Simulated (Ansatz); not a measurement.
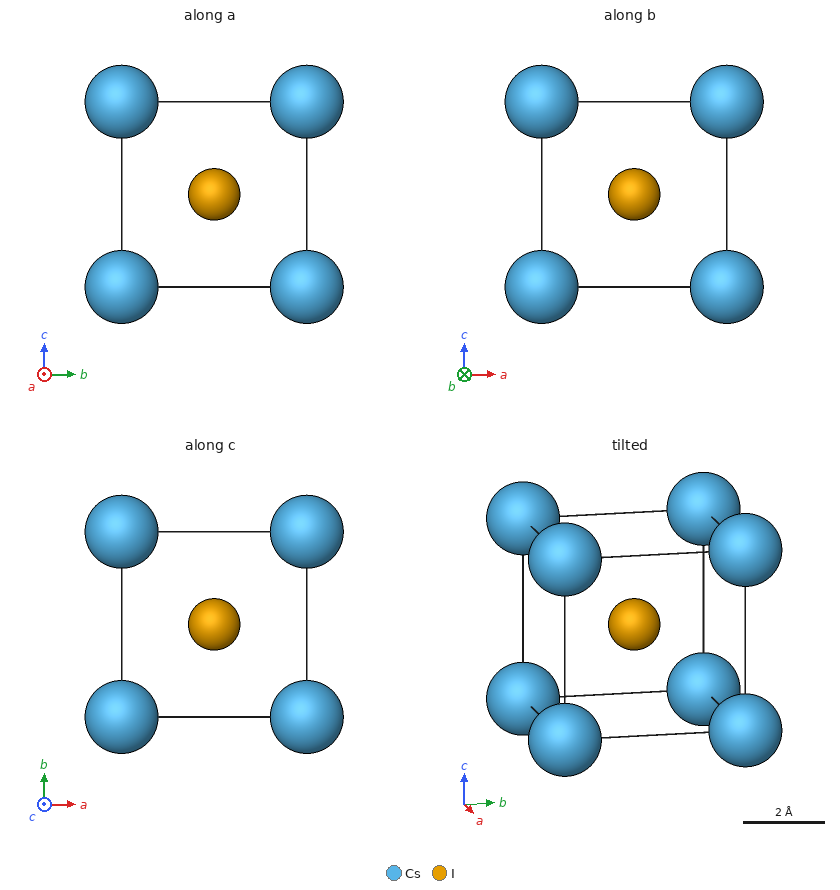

Drawn in the spheres-only manner and seen along the a axis, along the b axis, along the c axis and slightly off an axis. The outline marks the conventional unit cell.

Lattice parameters: a = 4.6081 Å, b = 4.6081 Å, c = 4.6081 Å, α = 90.000°, β = 90.000°, γ = 90.000°.

### From the views, write a CIF in P1 with every atom of the cell.

```cif
data_structure
_symmetry_space_group_name_H-M 'P 1'
_symmetry_Int_Tables_number 1
_cell_length_a 4.6081
_cell_length_b 4.6081
_cell_length_c 4.6081
_cell_angle_alpha 90.000
_cell_angle_beta 90.000
_cell_angle_gamma 90.000
_cell_volume 97.85
loop_
_atom_site_label
_atom_site_type_symbol
_atom_site_fract_x
_atom_site_fract_y
_atom_site_fract_z
_atom_site_occupancy
Cs1 Cs 0.0000 0.0000 0.0000 1
I1 I 0.5000 0.5000 0.5000 1
```

Starting structure: a structure type filled with these elements by a generator (whether the compound takes this form wasn't checked). A relaxation with DFT, r2SCAN, plane waves, PAW in Ansatz 0.2.0 gave the geometry drawn.
